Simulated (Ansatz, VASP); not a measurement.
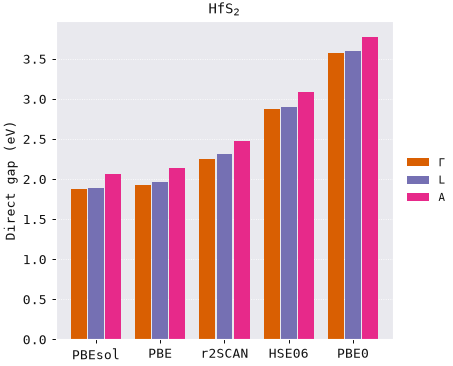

Direct gap at each named k point, by several methods on one cell of CdI2-type HfS2, space group P-3m1, 3 atoms in the cell, relaxed with r2SCAN+rVV10; a = 3.630 Å, c = 5.878 Å (hexagonal axes). All runs are without spin-orbit coupling and carry no moments. The names follow the standardised cell of this lattice; in reduced coordinates of the cell that was run, L is (0.5, 0, 0.5) and A is (0, 0, 0.5). The smallest gap is indirect or lies off these points.

### Does PBE0 open these direct gaps by one amount over PBE?

The shifts are +1.64 eV at Γ, +1.64 eV at L and +1.64 eV at A, and at points that aren't plotted +1.69 eV (M), +1.96 eV (K) and +1.97 eV (H): over the named points that both runs hold, a spread of 0.33 eV on a mean of 1.76 eV, so one shift describes them only roughly.

### How do the methods rank at Γ?

From low to high: PBEsol 1.88, PBE 1.93, r2SCAN 2.25, HSE06 2.88, PBE0 3.57 eV. Too close to rank are PBEsol against PBE (different programs, potentials and cutoffs).

| method | program | Γ (eV) | L (eV) | A (eV) |
| --- | --- | --- | --- | --- |
| PBEsol | VASP | 1.88 | 1.89 | 2.07 |
| PBE | Ansatz | 1.93 | 1.96 | 2.14 |
| r2SCAN | Ansatz | 2.25 | 2.31 | 2.48 |
| HSE06 | Ansatz | 2.88 | 2.90 | 3.09 |
| PBE0 | Ansatz | 3.57 | 3.60 | 3.78 |

Settings. PBEsol: VASP PAW recommended PBE set, 12×12×4 k mesh, 520 eV cutoff, Gaussian smearing of 0.01 eV (VASP). PBE: Ansatz PAW set, 12×12×4 k mesh, 420 eV cutoff, Fermi-Dirac smearing of 0.02 eV (Ansatz). r2SCAN: Ansatz PAW set, 12×12×4 k mesh, 500 eV cutoff, fixed occupations (Ansatz 0.2.0). HSE06: Ansatz PAW set, 6×6×4 k mesh, 420 eV cutoff, fixed occupations (Ansatz). PBE0: Ansatz PAW set, 6×6×4 k mesh, 420 eV cutoff, fixed occupations (Ansatz).

These are five of the 12 methods that were run on this cell. The runs come from different programs and meshes, which adds differences of its own. Spin-orbit coupling is left out, which matters for Hf. PBEsol, r2SCAN, HSE06 and PBE0: the PAW data sets were made with another functional. LDA, GGA and most meta-GGA functionals understate gaps. HSE06 and PBE0: the k mesh is thin for exact exchange. Over all k points computed the smallest gap is 0.96 eV in PBEsol, 1.03 eV in PBE, 1.34 eV in r2SCAN, 1.85 eV in HSE06 and 2.54 eV in PBE0, from the valence top at a point off the named ones to the conduction bottom at L. The names follow the standardised cell of this lattice; in reduced coordinates of the cell that was run, M is (0.5, 0, 0), K is (0.333, 0.333, 0) and H is (0.333, 0.333, 0.5).
